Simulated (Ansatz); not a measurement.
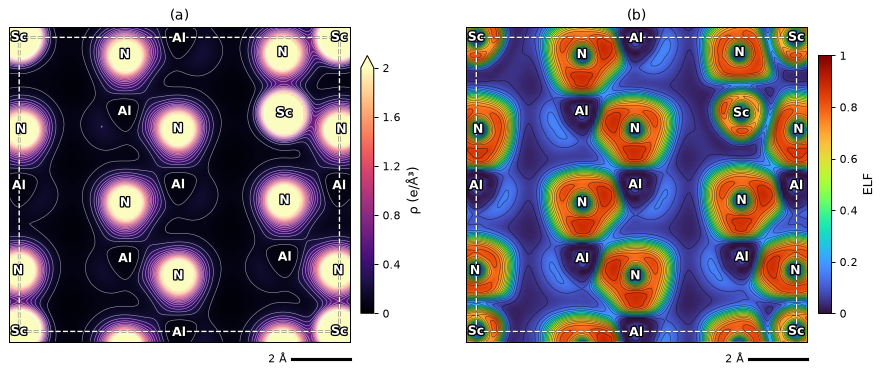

ScAl7N8. (a) valence pseudo-density; (b) ELF on the (010) plane of the conventional cell.

Space group Cm; a generated structure, not necessarily the stable one.

Method: DFT PBE, scalar-relativistic, plane waves, PAW (Ansatz).

In a PAW calculation such maps are meaningful between the atoms, not at the nuclei.

ScAl7N8, 64 atoms, a = 11.02 Å, b = 6.37 Å, c = 10.12 Å, α = 90.00°, β = 90.00°, γ = 90.00°.

> Describe what can be read from this map.

- Atoms in the plane: Sc, Al and N.
- Sc–N (2.02 Å): the density is about 0.68 e/Å³ at the midpoint; the ELF peaks at about 0.85 in the valence shell of N, 0.6 Å from its nucleus, and is about 0.25 at the midpoint (no shared electron pair shows on this line).
- Al–N (1.93 Å): ρ is about 0.63 e/Å³ halfway; the ELF peaks at about 0.85 in the valence shell of N, 0.8 Å from its nucleus, and is about 0.85 at the midpoint.
- Sc–N (2.08 Å): the density is about 0.59 e/Å³ at the midpoint; the ELF peaks at about 0.85 in the valence shell of N, 0.7 Å from its nucleus, and is about 0.25 at the midpoint; no localised pair shows between them.
- Between the atoms the lowest density in this plane is 0.04 e/Å³.
- The features right at Sc lie inside the PAW spheres, where the map follows smoothed inner orbitals and isn't to be read closely.

> Metal or insulator at this level of theory?

It is gapped, with a Kohn–Sham gap of 3.9 eV on the k-point mesh, an upper bound to the gap of this method.
